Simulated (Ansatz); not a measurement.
Phonon calculation, with input and output: ZnO

System: ZnO (Pm-3m, 2 atoms in the cell).
Method: DFT PBEsol, scalar-relativistic, plane waves, PAW, no spin polarisation (Ansatz 0.2.0).

It belongs to a series of runs on one base structure; here: zone-centre phonons and field response at this volume. Figures and captions count atoms from 1; the log counts them from 0 in places.

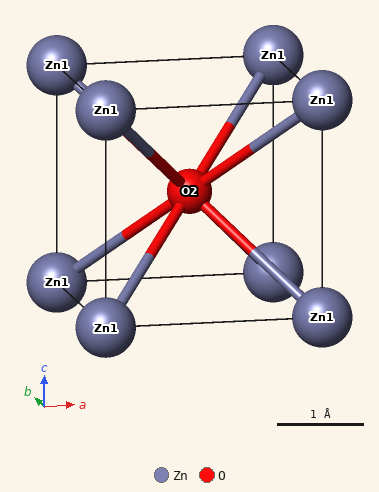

**Figure 1.** The structure as given in the input (ball-and-stick view of the cell of the calculation, seen slightly off an axis; atoms are numbered from 1 in the order of the input).

Summary

| quantity | value |
| --- | --- |
| outcome | converged |
| space group (tolerance 0.01 Å) | Pm-3m (221) |
| electrons treated | 18 |
| free energy | −3840.7539 eV |
| Fermi energy | 12.417 eV |
| gap on the k-point mesh | none (metallic) |
| hardware | 1 thread of Intel Xeon (Granite Rapids), 64 GiB of memory available, shared host |
| wall time | 15 s |
| peak memory | 0.68 GiB |

Results for this metal are sensitive to the k-point mesh.

The input
```yaml
crystal:
  lattice:
    - [2.6115, 0.0, 0.0]
    - [0.0, 2.6115, 0.0]
    - [0.0, 0.0, 2.6115]
  atoms:
    - { symbol: Zn, position: [0.0, 0.0, 0.0] }
    - { symbol: O, position: [0.5, 0.5, 0.5] }
basis:
  ecutwfc: 420
kpoints:
  mp_grid: { grid: [16, 16, 16] }
hamiltonian:
  xc: pbesol
scf:
  occupations: { method: fermi_dirac, width: 0.15 }
output:
  eigenvalues: true
phonons:
  method: dfpt
  eigenvectors: true
```

Command:
```bash
ansatz run input.yaml --threads 1 --pin off --max-ram 1228MiB --backend cpu --events-out ev --progress --plain --runs-dir out
```

Log
```
Engine: ansatz 0.2.0, x86_64-unknown-linux-gnu
Pseudopotentials: kind: paw
Pseudopotential: Zn, paw, valence charge 12, recommended cutoff 420 eV (normal), Zn.paw.azcp
Pseudopotential: O, paw, valence charge 6, recommended cutoff 420 eV (normal), O.paw.azcp
Functional definition: PBEsol
  exchange = pbesol_x
  correlation = pbesol_c
Crystal: 2 atoms, lattice volume = 17.810 Å³
Basis set: ecut = 420 eV, 365 PW (Γ), exchange–correlation on 36×36×36 points (8 copies of the dense FFT grid, shifted against one another)
Bands: 13, of which v1, the nominal top of the filled ones, is band 9 counted from 1 (8 counted from 0)
Symmetry: 48 space group operations
k-points: 405 of 4096 (irreducible under 8 space group operations, time reversal used)
Non-local potential: Zn, projectors of the file, l = 0: 2, l = 1: 2, l = 2: 3, l = 3: 1
Non-local potential: O, projectors of the file, l = 0: 2, l = 1: 2, l = 2: 1
PAW form: soft (Blöchl's): semilocal exchange-correlation on the pseudo side does not see the compensation charge
PAW frozen core: Zn, regenerated for the run's functional, and the local potential with it (the file was generated under x = pbe(κ = 0.804, μ = 0.2195149727645171), c = pbe(β = 0.06672455060314922))
PAW frozen core: O, regenerated for the run's functional, and the local potential with it (the file was generated under x = pbe(κ = 0.804, μ = 0.2195149727645171), c = pbe(β = 0.06672455060314922))
PAW one-centre angular grid: Zn, 590 points (default); XC on 64 Gauss nodes
PAW one-centre angular grid: O, 110 points (default); XC on 64 Gauss nodes
Initial density: superposition of atomic densities (neutral atoms: chi_scale 0, normalization atom), corrected by the library's trained network
Initial wavefunctions: pseudopotential atomic-orbital guess
Functional: x = pbesol(κ = 0.804, μ = 0.12345679012345678), c = pbesol(β = 0.046)
SCF iter   1: F=—  HF=-3840.762497 eV  |F-HF|=—  |Δ(HF+E_count)|=         —  Δρ=1.53e-2  dr2=3.10e-2  ethr=1.77e-3  ⟨swp⟩=4.9  Hψ=26739  notcnv=0
preconditioner: auto → none  [insulator: Δε(μ)=0.453 eV  Ē_g=16.639 eV  σ=0.150 eV  W_gap=0.54  n_scr=6 (ndim 8)  ℏωp=37.3 eV  f_vac=0.000  D(μ)=0.05/eV (n_scr^D=0)  ε∞_Penn≈6.0]
SCF iter   2: F=—  HF=-3840.754789 eV  |F-HF|=—  |Δ(HF+E_count)|=   7.71e-3  Δρ=4.60e-3  dr2=3.67e-3  ethr=1.72e-4  ⟨swp⟩=1.6  Hψ=9383  notcnv=0
SCF iter   3: F=—  HF=-3840.754011 eV  |F-HF|=—  |Δ(HF+E_count)|=   7.79e-4  Δρ=1.65e-3  dr2=2.23e-4  ethr=2.04e-5  ⟨swp⟩=2.8  Hψ=8551  notcnv=0
SCF iter   4: F=—  HF=-3840.753890 eV  |F-HF|=—  |Δ(HF+E_count)|=   1.20e-4  Δρ=3.87e-4  dr2=7.24e-6  ethr=1.24e-6  ⟨swp⟩=2.0  Hψ=8102  notcnv=0
SCF iter   5: F=—  HF=-3840.753895 eV  |F-HF|=—  |Δ(HF+E_count)|=   4.45e-6  Δρ=3.11e-5  dr2=1.07e-7  ethr=4.02e-8  ⟨swp⟩=2.9  Hψ=9843  notcnv=0
SCF iter   6: F=—  HF=-3840.753895 eV  |F-HF|=—  |Δ(HF+E_count)|=   5.66e-8  Δρ=3.99e-6  dr2=2.56e-9  ethr=5.96e-10  ⟨swp⟩=2.1  Hψ=8212  notcnv=0
SCF iter   7: F=-3840.753895 eV  HF=-3840.753895 eV  |F-HF|=1.82e-12  |Δ(HF+E_count)|=  5.83e-10  Δρ=2.17e-7  dr2=4.13e-12  ethr=1.00e-12  ⟨swp⟩=4.8  Hψ=25662  notcnv=0
SCF 1 converged in 7 iterations: F = -3840.753895 eV  dr2 = 4.13e-12
  greatest PAW one-centre occupation: 0.991 electrons in one spin orbital (limit 2), on the Zn atom at site 0 (counted from 0), in its partial waves of l = 2
```

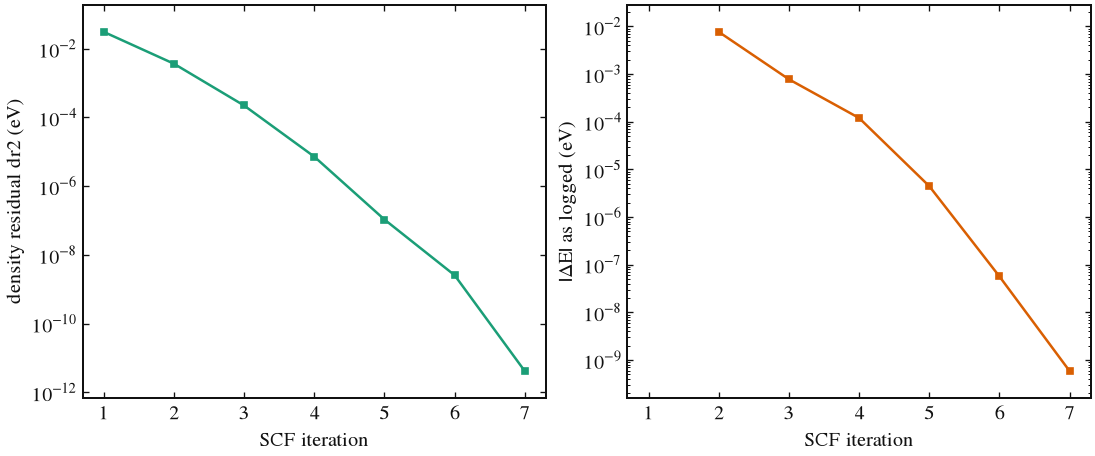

**Figure 2.** Convergence of the self-consistent field: density residual dr2 and size of the energy change against the SCF iteration. The residual falls at every step.

```
DFPT response loops at Γ: preconditioner auto → Kerker (q_TF=auto, 2.733 Å⁻¹) (partly filled bands, converged f_vac=0.000); β = 1.00, the filter's whole step (`scf.mixing.beta` (0.50) is not read by the response loops under this deck's `scf.mixing.preconditioner`; to damp them name `kerker` or `kerker_dos`, under which they read `scf.mixing.beta`, and type it under 1.00, their step now; both keys bind the ground state too); Broyden in place of MSR1
SCF converged after 7 iterations
Free energy (F): -3840.753895 eV
Harris-Foulkes:  -3840.753895 eV  (|F-HF|=1.82e-12)
Internal energy: -3840.748475 eV  (E = F + TS)
E sigma→0 (E₀):  -3840.751185 eV
Entropy (-TS):   -0.005419 eV (-2.710 meV/atom)
Fermi energy:    12.416737 eV
--- Per-component energies (eV) ---
  E_band       = 101.956665
  E_kinetic    = 307.216803
  E_local      = -1582.415472  (includes V_loc(G=0)·N_el)
  E_nonlocal   = 669.587124
  E_hartree    = 646.922754
  E_xc         = -208.401419
  E_vxc        = -146.035079  (∫ρ·V_xc dr)
  E_paw        = -1948.100641  (= ΣΔE_a)
  E_vpaw       = -440.244377  (= ΣTr[D̂ρ^β])
  E_aug_tail   = 0.002130  (compensation charges beyond the density's cutoff)
  E_ewald      = -1726.392398
  E_core_change = 0.832643  (= ΣΔE_core)
  E_smearing   = -0.005419  (= −TS)
  E_closure    = 0.000000  (closes the sum)
  Σ components = -3840.753895   (vs F -3840.753895, Δ=0.00e0)
--- Band table (eV; the first three rows and the last of 405) ---
  k-point 0: bands = ["-7.2734", "5.2038", "5.2038", "6.5140", "6.5140", "6.5140", "10.4639", "10.4639", "10.4639", "11.4890", "26.2282", "26.2282", "30.2955"]
  k-point 1: bands = ["-7.2273", "5.2103", "5.2103", "6.4786", "6.4786", "6.5156", "9.8095", "10.5228", "10.5228", "12.1017", "25.9273", "26.2838", "30.2316"]
  k-point 2: bands = ["-7.0923", "5.2057", "5.2286", "6.3822", "6.3822", "6.5201", "8.8487", "10.6860", "10.6860", "12.9744", "25.1615", "26.4494", "30.0353"]
  k-point 404: bands = ["-3.8450", "4.2961", "4.2961", "4.2961", "6.8303", "6.8303", "10.4775", "10.4775", "10.4775", "17.3342", "17.3342", "17.3342", "22.2739"]
--- Phonons (Γ-DFPT): 2 representative perturbations + reference, on 405 of 4096 k-points (Σ response iterations 6) ---
  k mesh reduced under 8 symmetry operations, with k and −k counted as one. Each operation leaves every solved perturbation unchanged. A smaller set is not used because it would not reduce the number of displacements times k-points to solve
  ASR residual: 1.503e-4 → 0.000e0 eV/Å²; symmetrization residual: 8.121e-7 eV/Å²
  ASR residual per site (eV/Å²): 1.84e-5 1.50e-4
  Γ frequencies (cm⁻¹): 0.00 0.00 0.00 48.53 48.53 48.53
  non-analytic LO–TO correction: not included (Born effective charges unavailable; polar crystals: no LO–TO splitting at Γ)
```

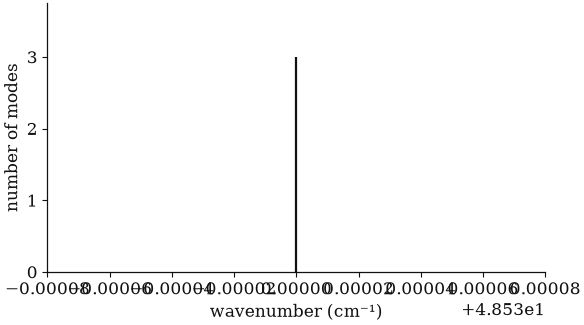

**Figure 3.** Optical phonons at the zone centre (no LO–TO term); neighbouring modes closer than 3 cm⁻¹ are counted in one stick. 3 modes from 49 to 49 cm⁻¹, none imaginary.
